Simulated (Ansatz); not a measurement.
## Geometry relaxation, with input and output: GaN (part 1 of 3)

- system: GaN (slab, 24 atoms in the cell)
- method: DFT PBE+D3(BJ), scalar-relativistic, plane waves, PAW, no spin polarisation (Ansatz 0.2.0)

The structure derives from an entry of the Crystallography Open Database. The input holds or restrains some coordinates. Forces given for the steps count only the free coordinates. It belongs to a series of runs on one base structure; here: clean slab, lower half held.

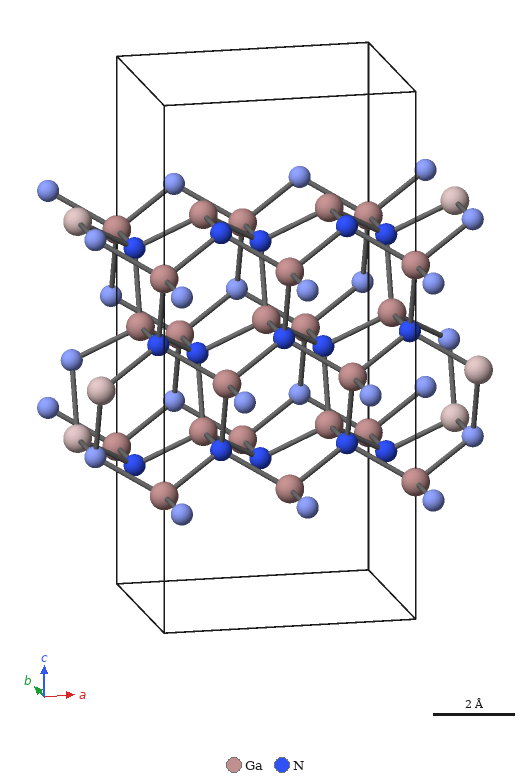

Fig. 1: The input geometry (ball-and-stick view of the cell of the calculation, with the vacuum cut short, seen slightly off an axis; neighbours outside the cell are drawn fainter). An atom can appear more than once, as a periodic image. Near neighbours in the periodic cell (some may lie outside the picture): Ga has 3 N at 1.95 to 1.96 Å; N has 3 Ga at 1.95 to 1.96 Å; Ga has 4 N at 1.95 to 1.96 Å; N has 4 Ga at 1.95 to 1.96 Å.

### Input
```yaml
crystal:
  lattice:
    - [6.3931260417, 0.0, 0.0]
    - [0.0, 5.2085710379, 0.0]
    - [0.0, 0.0, 23.459377822]
  atoms:
    - { symbol: Ga, position: [0.5, 0.000811033, 0.3623284498] }
    - { symbol: Ga, position: [0.0, 0.000811033, 0.3623284498] }
    - { symbol: "N", position: [0.5, 0.624188967, 0.3623284498] }
    - { symbol: "N", position: [0.0, 0.624188967, 0.3623284498] }
    - { symbol: Ga, position: [0.75, 0.500811033, 0.4016631784] }
    - { symbol: Ga, position: [0.25, 0.500811033, 0.4016631784] }
    - { symbol: "N", position: [0.75, 0.124188967, 0.4016631784] }
    - { symbol: "N", position: [0.25, 0.124188967, 0.4016631784] }
    - { symbol: Ga, position: [0.75, 0.000811033, 0.4803326357] }
    - { symbol: Ga, position: [0.25, 0.000811033, 0.4803326357] }
    - { symbol: "N", position: [0.75, 0.624188967, 0.4803326357] }
    - { symbol: "N", position: [0.25, 0.624188967, 0.4803326357] }
    - { symbol: Ga, position: [0.0, 0.500811033, 0.5196673643] }
    - { symbol: Ga, position: [0.5, 0.500811033, 0.5196673643] }
    - { symbol: "N", position: [0.0, 0.124188967, 0.5196673643] }
    - { symbol: "N", position: [0.5, 0.124188967, 0.5196673643] }
    - { symbol: Ga, position: [0.0, 0.000811033, 0.5983368216] }
    - { symbol: Ga, position: [0.5, 0.000811033, 0.5983368216] }
    - { symbol: "N", position: [0.0, 0.624188967, 0.5983368216] }
    - { symbol: "N", position: [0.5, 0.624188967, 0.5983368216] }
    - { symbol: Ga, position: [0.25, 0.500811033, 0.6376715502] }
    - { symbol: Ga, position: [0.75, 0.500811033, 0.6376715502] }
    - { symbol: "N", position: [0.25, 0.124188967, 0.6376715502] }
    - { symbol: "N", position: [0.75, 0.124188967, 0.6376715502] }
basis:
  ecutwfc: 420
kpoints:
  mp_grid: { grid: [4, 5, 1] }
hamiltonian:
  xc: pbe
  dispersion: d3bj
scf:
  occupations: { method: gaussian, width: 0.05 }
output:
  forces: true
  eigenvalues: true
  write_density: true
  write_potential: true
  elf: true
  volumetric_format: npy
relax:
  adjacent_minimum: "off"
  f_tol: 0.03
  max_steps: 70
  constraints: [{ sites: [0, 1, 2, 3, 4, 5, 6, 7, 8, 9, 10, 11] }]
efield:
  axis: 3
  dipole_correction: true
  ramp_width: 0.04
```

Hardware: 4 threads of AMD EPYC (Zen 5), 32 GiB of memory available, shared host.

Command:
```bash
ansatz run input.yaml --threads 4 --pin off --max-ram 10240MiB --backend cpu --events-out ev --progress --plain --runs-dir out
```

### The program's output
```
Engine: ansatz 0.2.0, x86_64-unknown-linux-gnu
Pseudopotentials: kind: paw
Pseudopotential: Ga, paw, valence charge 13, recommended cutoff 420 eV (normal), Ga.paw.azcp
Pseudopotential: N, paw, valence charge 5, recommended cutoff 420 eV (normal), N.paw.azcp
Functional definition: PBE
  parameter kappa = 0.804
  parameter beta = 0.06672455060314922
  exchange = pbe_x(kappa = kappa, mu = beta*pi^2/3)
  correlation = pbe_c(beta = beta)
Crystal: 24 atoms, lattice volume = 781.175 Å³
Basis set: ecut = 420 eV, 15339 PW (Γ), exchange–correlation on 90×72×320 points (8 copies of the dense FFT grid, shifted against one another)
Bands: 132, of which v1, the nominal top of the filled ones, is band 108 counted from 1 (107 counted from 0)
Symmetry: 4 space group operations
k-points: 9 of 20 (time reversal used)
Non-local potential: Ga, projectors of the file, l = 0: 2, l = 1: 2, l = 2: 3, l = 3: 1
Non-local potential: N, projectors of the file, l = 0: 2, l = 1: 2, l = 2: 1
PAW form: soft (Blöchl's): semilocal exchange-correlation on the pseudo side does not see the compensation charge
PAW one-centre angular grid: Ga, 590 points (default); XC on 64 Gauss nodes
PAW one-centre angular grid: N, 110 points (default); XC on 64 Gauss nodes
Initial density: superposition of atomic densities (neutral atoms: chi_scale 0, normalization atom), corrected by the library's trained network
Initial wavefunctions: pseudopotential atomic-orbital guess
Functional: x = pbe(κ = 0.804, μ = 0.2195149727645171), c = pbe(β = 0.06672455060314922)
SCF iter   1: F=—  HF=-50010.975552 eV  |F-HF|=—  |Δ(HF+E_count)|=         —  Δρ=2.26e-3  dr2=1.12e-1  ethr=1.77e-3  p=0.000 e·Å  D=7.74e-14 V/Å  ΔV_dip=-0.00 eV  dr2_dipole=3.49e-8  V_vac-E_F(+/−)=4.63/4.63 eV  ⟨swp⟩=6.6  Hψ=4738  notcnv=0  defer=104
efield: sawtooth ramp at fractional position 0.9800 (placed from the atoms, in the widest stretch of the axis that holds none; the zero of the levels goes with the place), width 0.0400; the density the first Hamiltonian is built on has a dipole p = 0.000 e·Å; the dipole correction subtracts the counter field D = 7.74e-14 V/Å, which shifts the + side's vacuum level by -0.00 eV against the − side's; the planar-averaged density in the ramp window peaks in size at 1.1e-5 e/Å³
preconditioner: auto → Resta (q_TF=auto, 2.202 Å⁻¹)  ε∞=2.6  [insulator: Δε(μ)=0.311 eV  Ē_g=15.297 eV  σ=0.050 eV  W_gap=1.00  n_scr=130 (ndim 8)  ℏωp=19.5 eV  f_vac=0.597  D(μ)=0.00/eV (n_scr^D=0)  ε∞_Penn≈2.6  vacuum switching on, ρ_ref=1.7e-2 e/Å³]
SCF iter   2: F=—  HF=-50010.965877 eV  |F-HF|=—  |Δ(HF+E_count)|=   9.68e-3  Δρ=9.86e-4  dr2=8.39e-3  ethr=5.20e-5  p=0.000 e·Å  D=2.54e-5 V/Å  ΔV_dip=-0.00 eV  dr2_dipole=7.31e-8  V_vac-E_F(+/−)=4.80/4.80 eV  ⟨swp⟩=2.0  Hψ=1702  notcnv=0  defer=179
SCF iter   3: F=—  HF=-50010.966454 eV  |F-HF|=—  |Δ(HF+E_count)|=   5.77e-4  Δρ=4.62e-4  dr2=1.27e-3  ethr=3.89e-6  p=-0.000 e·Å  D=-6.36e-6 V/Å  ΔV_dip=0.00 eV  dr2_dipole=8.37e-9  V_vac-E_F(+/−)=4.79/4.79 eV  ⟨swp⟩=2.1  Hψ=1979  notcnv=0  defer=179
SCF iter   4: F=—  HF=-50010.967497 eV  |F-HF|=—  |Δ(HF+E_count)|=   1.04e-3  Δρ=2.07e-4  dr2=3.24e-4  ethr=5.89e-7  p=0.000 e·Å  D=1.69e-5 V/Å  ΔV_dip=-0.00 eV  dr2_dipole=3.96e-8  V_vac-E_F(+/−)=4.81/4.81 eV  ⟨swp⟩=3.0  Hψ=2294  notcnv=0  defer=179
SCF iter   5: F=—  HF=-50010.967601 eV  |F-HF|=—  |Δ(HF+E_count)|=   1.04e-4  Δρ=8.92e-5  dr2=8.23e-5  ethr=1.50e-7  p=-0.000 e·Å  D=-9.57e-6 V/Å  ΔV_dip=0.00 eV  dr2_dipole=1.55e-8  V_vac-E_F(+/−)=4.82/4.82 eV  ⟨swp⟩=2.0  Hψ=1980  notcnv=0  defer=179
SCF iter   6: F=-50010.967599 eV  HF=-50010.967598 eV  |F-HF|=1.24e-6  |Δ(HF+E_count)|=   3.10e-6  Δρ=2.86e-5  dr2=6.80e-6  ethr=1.04e-8  p=0.000 e·Å  D=1.23e-6 V/Å  ΔV_dip=-0.00 eV  dr2_dipole=3.95e-10  V_vac-E_F(+/−)=4.83/4.83 eV  ⟨swp⟩=25.0  Hψ=13981  notcnv=0
SCF 1 converged in 6 iterations: F = -50010.967599 eV  dr2 = 6.80e-6
  greatest PAW one-centre occupation: 0.996 electrons in one spin orbital (limit 2), on the Ga atom at site 1 (counted from 0), in its partial waves of l = 2
relax step   1: F+E_penalty+E_count = -50010.96759877 eV  Δ(F+E_penalty+E_count) = +0.000e0 eV  max|allowed force component| = 2.010e0 eV/Å  Δτ_max = 0.0000 Å  (6 SCF iters, dr2 threshold 2.25e-5 eV, accepted)
Initial density: handed on by an earlier stage of this run
Initial wavefunctions: those handed on with the density
iter 1 solved again at ethr=1.04e-4 eV; its pass at ethr=3.10e-3 eV (dr2=2.25e-1 eV) is discarded
SCF iter   1: F=—  HF=-50011.752650 eV  |F-HF|=—  |Δ(HF+E_count)|=         —  Δρ=8.06e-3  dr2=2.26e-1  ethr=1.04e-4  p=0.000 e·Å  D=2.65e-6 V/Å  ΔV_dip=-0.00 eV  dr2_dipole=1.24e-3  V_vac-E_F(+/−)=4.75/4.75 eV  ⟨swp⟩=1.8  Hψ=4384  notcnv=0  defer=175
efield: sawtooth ramp at fractional position 0.9800 (handed on by an earlier solve), width 0.0400; the density the first Hamiltonian is built on has a dipole p = 0.000 e·Å; the dipole correction subtracts the counter field D = 2.65e-6 V/Å, which shifts the + side's vacuum level by -0.00 eV against the − side's; the planar-averaged density in the ramp window peaks in size at 7.0e-6 e/Å³
preconditioner: auto → Resta (q_TF=auto, 2.202 Å⁻¹)  ε∞=2.6  [insulator: Δε(μ)=0.631 eV  Ē_g=15.463 eV  σ=0.050 eV  W_gap=1.00  n_scr=130 (ndim 8)  ℏωp=19.5 eV  f_vac=0.602  D(μ)=0.00/eV (n_scr^D=0)  ε∞_Penn≈2.6  vacuum switching on, ρ_ref=1.7e-2 e/Å³]
SCF iter   2: F=—  HF=-50011.704460 eV  |F-HF|=—  |Δ(HF+E_count)|=   4.82e-2  Δρ=3.62e-3  dr2=4.14e-2  ethr=1.04e-4  p=0.015 e·Å  D=3.37e-3 V/Å  ΔV_dip=-0.08 eV  dr2_dipole=5.85e-4  V_vac-E_F(+/−)=4.70/4.78 eV  ⟨swp⟩=2.1  Hψ=1945  notcnv=0  defer=175
SCF iter   3: F=—  HF=-50011.701360 eV  |F-HF|=—  |Δ(HF+E_count)|=   3.10e-3  Δρ=1.60e-3  dr2=1.56e-2  ethr=1.92e-5  p=-0.012 e·Å  D=-2.83e-3 V/Å  ΔV_dip=0.07 eV  dr2_dipole=4.34e-5  V_vac-E_F(+/−)=4.84/4.77 eV  ⟨swp⟩=2.2  Hψ=1971  notcnv=0  defer=175
SCF iter   4: F=—  HF=-50011.700082 eV  |F-HF|=—  |Δ(HF+E_count)|=   1.28e-3  Δρ=4.82e-4  dr2=2.73e-3  ethr=7.20e-6  p=-0.023 e·Å  D=-5.32e-3 V/Å  ΔV_dip=0.12 eV  dr2_dipole=1.18e-4  V_vac-E_F(+/−)=4.89/4.77 eV  ⟨swp⟩=2.0  Hψ=2044  notcnv=0  defer=176
SCF iter   5: F=—  HF=-50011.699836 eV  |F-HF|=—  |Δ(HF+E_count)|=   2.45e-4  Δρ=1.35e-4  dr2=1.70e-4  ethr=1.26e-6  p=-0.019 e·Å  D=-4.39e-3 V/Å  ΔV_dip=0.10 eV  dr2_dipole=1.03e-5  V_vac-E_F(+/−)=4.88/4.77 eV  ⟨swp⟩=2.2  Hψ=1519  notcnv=0  defer=180
SCF iter   6: F=-50011.699856 eV  HF=-50011.699896 eV  |F-HF|=3.93e-5  |Δ(HF+E_count)|=   5.93e-5  Δρ=7.86e-5  dr2=5.44e-5  ethr=4.63e-8  p=-0.021 e·Å  D=-4.97e-3 V/Å  ΔV_dip=0.12 eV  dr2_dipole=1.66e-6  V_vac-E_F(+/−)=4.89/4.77 eV  ⟨swp⟩=24.7  Hψ=14094  notcnv=0
SCF 2 converged in 6 iterations: F = -50011.699856 eV  dr2 = 5.44e-5
  greatest PAW one-centre occupation: 0.996 electrons in one spin orbital (limit 2), on the Ga atom at site 17 (counted from 0), in its partial waves of l = 2
relax step   2: F+E_penalty+E_count = -50011.69985639 eV  Δ(F+E_penalty+E_count) = -7.323e-1 eV  max|allowed force component| = 1.007e0 eV/Å  Δτ_max = 0.1948 Å  (6 SCF iters, dr2 threshold 1.00e-4 eV, accepted)
SCF iter   1: F=—  HF=-50011.969406 eV  |F-HF|=—  |Δ(HF+E_count)|=         —  Δρ=5.76e-3  dr2=1.54e-1  ethr=4.20e-4  p=-0.021 e·Å  D=-4.97e-3 V/Å  ΔV_dip=0.12 eV  dr2_dipole=2.78e-3  V_vac-E_F(+/−)=4.86/4.74 eV  ⟨swp⟩=4.0  Hψ=2949  notcnv=0  defer=151
efield: sawtooth ramp at fractional position 0.9800 (handed on by an earlier solve), width 0.0400; the density the first Hamiltonian is built on has a dipole p = -0.021 e·Å; the dipole correction subtracts the counter field D = -4.97e-3 V/Å, which shifts the + side's vacuum level by +0.12 eV against the − side's; the planar-averaged density in the ramp window peaks in size at 4.9e-6 e/Å³
preconditioner: auto → Resta (q_TF=auto, 2.202 Å⁻¹)  ε∞=2.6  [insulator: Δε(μ)=0.674 eV  Ē_g=15.516 eV  σ=0.050 eV  W_gap=1.00  n_scr=130 (ndim 8)  ℏωp=19.5 eV  f_vac=0.604  D(μ)=0.00/eV (n_scr^D=0)  ε∞_Penn≈2.6  vacuum switching on, ρ_ref=1.7e-2 e/Å³]
SCF iter   2: F=—  HF=-50011.937911 eV  |F-HF|=—  |Δ(HF+E_count)|=   3.15e-2  Δρ=2.57e-3  dr2=3.85e-2  ethr=7.13e-5  p=-0.054 e·Å  D=-1.24e-2 V/Å  ΔV_dip=0.29 eV  dr2_dipole=2.04e-3  V_vac-E_F(+/−)=5.01/4.72 eV  ⟨swp⟩=2.0  Hψ=2306  notcnv=0  defer=178
SCF iter   3: F=—  HF=-50011.933259 eV  |F-HF|=—  |Δ(HF+E_count)|=   4.65e-3  Δρ=1.45e-3  dr2=1.09e-2  ethr=1.78e-5  p=-0.030 e·Å  D=-6.91e-3 V/Å  ΔV_dip=0.16 eV  dr2_dipole=8.40e-4  V_vac-E_F(+/−)=4.90/4.74 eV  ⟨swp⟩=2.0  Hψ=1949  notcnv=0  defer=178
SCF iter   4: F=—  HF=-50011.932268 eV  |F-HF|=—  |Δ(HF+E_count)|=   9.92e-4  Δρ=3.01e-4  dr2=6.40e-4  ethr=5.03e-6  p=-0.044 e·Å  D=-1.01e-2 V/Å  ΔV_dip=0.24 eV  dr2_dipole=1.44e-5  V_vac-E_F(+/−)=4.97/4.73 eV  ⟨swp⟩=2.0  Hψ=2163  notcnv=0  defer=178
SCF iter   5: F=—  HF=-50011.932349 eV  |F-HF|=—  |Δ(HF+E_count)|=   8.12e-5  Δρ=1.45e-4  dr2=1.93e-4  ethr=2.96e-7  p=-0.043 e·Å  D=-9.91e-3 V/Å  ΔV_dip=0.23 eV  dr2_dipole=4.58e-6  V_vac-E_F(+/−)=4.96/4.73 eV  ⟨swp⟩=2.9  Hψ=2047  notcnv=0  defer=178
SCF iter   6: F=-50011.932325 eV  HF=-50011.932354 eV  |F-HF|=2.88e-5  |Δ(HF+E_count)|=   5.21e-6  Δρ=6.71e-5  dr2=4.26e-5  ethr=2.93e-8  p=-0.044 e·Å  D=-1.01e-2 V/Å  ΔV_dip=0.24 eV  dr2_dipole=3.91e-8  V_vac-E_F(+/−)=4.97/4.73 eV  ⟨swp⟩=23.9  Hψ=14000  notcnv=0
SCF 3 converged in 6 iterations: F = -50011.932325 eV  dr2 = 4.26e-5
relax step   3: F+E_penalty+E_count = -50011.93232534 eV  Δ(F+E_penalty+E_count) = -2.325e-1 eV  max|allowed force component| = 5.443e-1 eV/Å  Δτ_max = 0.1194 Å  (6 SCF iters, dr2 threshold 6.34e-5 eV, accepted)
SCF iter   1: F=—  HF=-50011.976542 eV  |F-HF|=—  |Δ(HF+E_count)|=         —  Δρ=3.17e-3  dr2=6.01e-2  ethr=2.43e-4  p=-0.044 e·Å  D=-1.01e-2 V/Å  ΔV_dip=0.24 eV  dr2_dipole=3.28e-3  V_vac-E_F(+/−)=4.97/4.73 eV  ⟨swp⟩=3.3  Hψ=2540  notcnv=0  defer=179
efield: sawtooth ramp at fractional position 0.9800 (handed on by an earlier solve), width 0.0400; the density the first Hamiltonian is built on has a dipole p = -0.044 e·Å; the dipole correction subtracts the counter field D = -1.01e-2 V/Å, which shifts the + side's vacuum level by +0.24 eV against the − side's; the planar-averaged density in the ramp window peaks in size at 5.8e-6 e/Å³
preconditioner: auto → Resta (q_TF=auto, 2.202 Å⁻¹)  ε∞=2.6  [insulator: Δε(μ)=0.704 eV  Ē_g=15.542 eV  σ=0.050 eV  W_gap=1.00  n_scr=130 (ndim 8)  ℏωp=19.5 eV  f_vac=0.605  D(μ)=0.00/eV (n_scr^D=0)  ε∞_Penn≈2.6  vacuum switching on, ρ_ref=1.8e-2 e/Å³]
SCF iter   2: F=—  HF=-50011.960098 eV  |F-HF|=—  |Δ(HF+E_count)|=   1.64e-2  Δρ=1.44e-3  dr2=8.51e-3  ethr=2.78e-5  p=-0.008 e·Å  D=-1.96e-3 V/Å  ΔV_dip=0.05 eV  dr2_dipole=6.45e-6  V_vac-E_F(+/−)=4.79/4.74 eV  ⟨swp⟩=2.0  Hψ=1836  notcnv=0  defer=179
SCF iter   3: F=—  HF=-50011.958609 eV  |F-HF|=—  |Δ(HF+E_count)|=   1.49e-3  Δρ=5.40e-4  dr2=1.85e-3  ethr=3.94e-6  p=-0.013 e·Å  D=-2.94e-3 V/Å  ΔV_dip=0.07 eV  dr2_dipole=1.19e-5  V_vac-E_F(+/−)=4.80/4.73 eV  ⟨swp⟩=2.0  Hψ=1920  notcnv=0  defer=179
SCF iter   4: F=—  HF=-50011.958413 eV  |F-HF|=—  |Δ(HF+E_count)|=   1.96e-4  Δρ=2.35e-4  dr2=4.46e-4  ethr=8.57e-7  p=-0.012 e·Å  D=-2.74e-3 V/Å  ΔV_dip=0.06 eV  dr2_dipole=4.90e-6  V_vac-E_F(+/−)=4.80/4.73 eV  ⟨swp⟩=3.0  Hψ=1942  notcnv=0  defer=179
SCF iter   5: F=-50011.958356 eV  HF=-50011.958366 eV  |F-HF|=9.85e-6  |Δ(HF+E_count)|=   4.71e-5  Δρ=6.66e-5  dr2=3.24e-5  ethr=3.44e-8  p=-0.011 e·Å  D=-2.49e-3 V/Å  ΔV_dip=0.06 eV  dr2_dipole=1.18e-6  V_vac-E_F(+/−)=4.79/4.73 eV  ⟨swp⟩=23.6  Hψ=14232  notcnv=0
SCF 4 converged in 5 iterations: F = -50011.958356 eV  dr2 = 3.24e-5
  greatest PAW one-centre occupation: 0.996 electrons in one spin orbital (limit 2), on the Ga atom at site 21 (counted from 0), in its partial waves of l = 2
relax step   4: F+E_penalty+E_count = -50011.95835584 eV  Δ(F+E_penalty+E_count) = -2.603e-2 eV  max|allowed force component| = 1.869e-1 eV/Å  Δτ_max = 0.0545 Å  (5 SCF iters, dr2 threshold 7.44e-5 eV, accepted)
```
